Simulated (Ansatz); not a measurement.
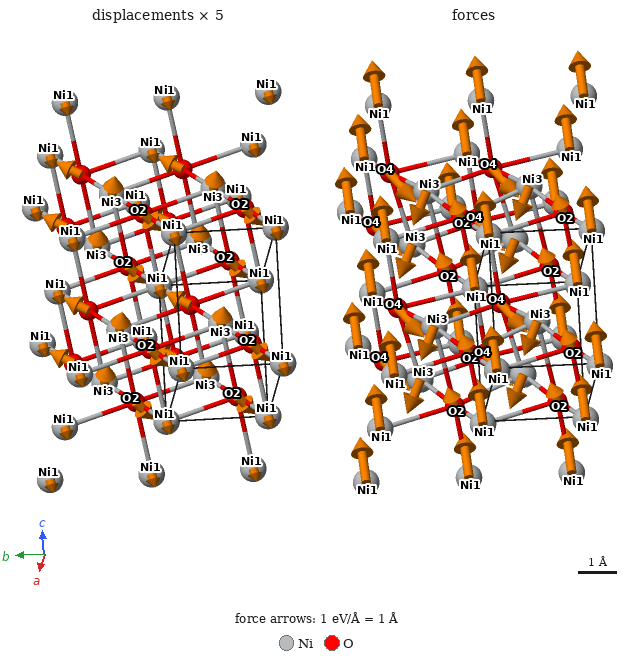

Left: crystalline NiO (built on the NiO-type type), with orange arrows for the displacements applied to it (without the part that the change of the cell carries along). Right: the displaced structure with the computed forces. Besides, the cell is strained by +2.5 % along [1 −1 0], +0.5 % along [3 3 1], −0.5 % along [1 1 −2] (volume +2.5 %). A ball-and-stick model of the reduced cell, repeated 2 × 2 × 2 with one cell outlined, seen from a free direction. Lengths and directions refer to the drawn axes.

Theory: Ansatz, DFT PBE+U, scalar-relativistic, plane waves, PAW. (plane-wave cutoff 420 eV; k-point mesh 10 × 10 × 5; occupations gaussian; smearing width 0.05 eV; U Ni 6.2 eV; collinear spin)

### Where do the forces point?

Atoms are displaced by up to 0.15 Å (root mean square over those that move 0.13 Å) relative to the cell: Ni3 0.14 Å roughly along [−3 0 1], O2 0.15 Å roughly along [1 −1 0]. No relaxation follows. Some distances before and after: Ni–O 2.125 → 2.004 to 2.406 Å. The space group (tolerance 0.01 Å) goes from Fm-3m (No. 225) to P1 (No. 1). The energy rises by 66.6 meV per atom. Pressure: 0.0 GPa before, −0.5 GPa after. The principal stresses (compression positive) are 2.2 GPa along [1 0 −1], 0.4 GPa roughly along [2 1 0], −4.2 GPa roughly along [2 −3 0]. The largest force is 1.4 eV/Å, on Ni1, roughly along [−1 0 2]. The forces mostly point back along the displacements (cosine −0.78). The absolute magnetisation per cell goes from 3.62 to 3.63 μB (net moment 0.00 and 0.00 μB). The gap on the k-mesh: 2.81 eV before, 2.05 eV after.
